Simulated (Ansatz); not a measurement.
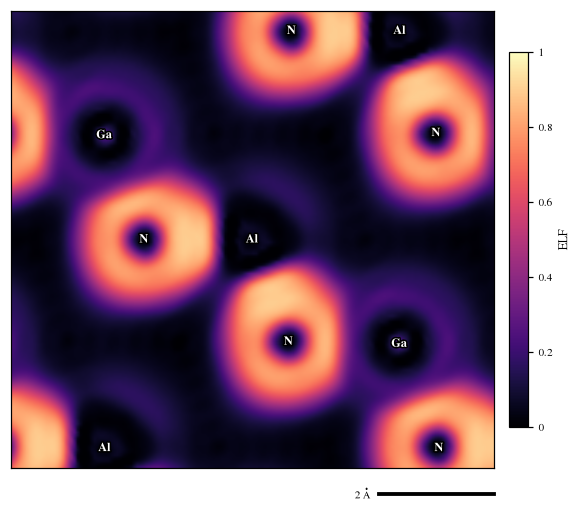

Figure 1: AlGa₃N₄. Electron localisation function on the (001) plane of the calculation cell.

Space group P-43m; a structure from a database of computed crystals, not necessarily the ambient phase.

Level of theory: DFT PBEsol, scalar-relativistic, plane waves, PAW in Ansatz 0.2.0.

Describe what can be read from this map.

Answer. The plane passes through Al, Ga and N nuclei.
Al–N (1.90 Å): the ELF peaks at about 0.90 between the atoms (a polar covalent bond).
Ga–N (1.95 Å): the ELF peaks at about 0.85 in the valence shell of N, 0.7 Å from its nucleus, and is about 0.50 at the midpoint.
